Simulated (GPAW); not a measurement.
```
Si
1.0
     2.62054    0.00000    0.00000
    -1.31027    2.26946    0.00000
     0.00000    0.00000    2.46635
Si
1
Direct
  0.00000 0.00000 0.00000
```

Space group P6/mmm; a structure from a database of computed crystals, not necessarily the ambient phase; computed pressure about 4 GPa in this cell.

The calculation used GPAW 26.7.0, Kohn-Sham DFT of a periodic cell, PBE, GPAW PAW data sets (gpaw-data 1.2.1).

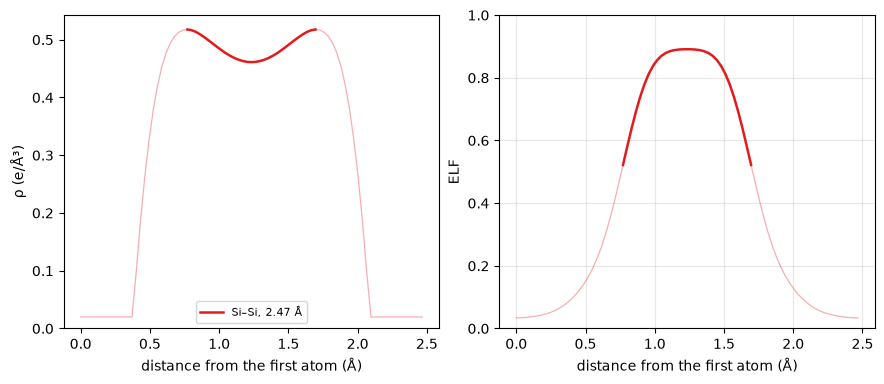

Si. Valence charge density (pseudo) and ELF along straight lines between neighbouring atoms. Thin, pale parts lie inside the atomic spheres.

The density is the valence pseudo-density of a PAW calculation; it isn't the true density close to the nuclei.

**What can be read from the curves?**

Si–Si (2.47 Å): ρ is about 0.46 e/Å³ halfway; the ELF peaks at about 0.90 between the atoms: a shared electron pair.
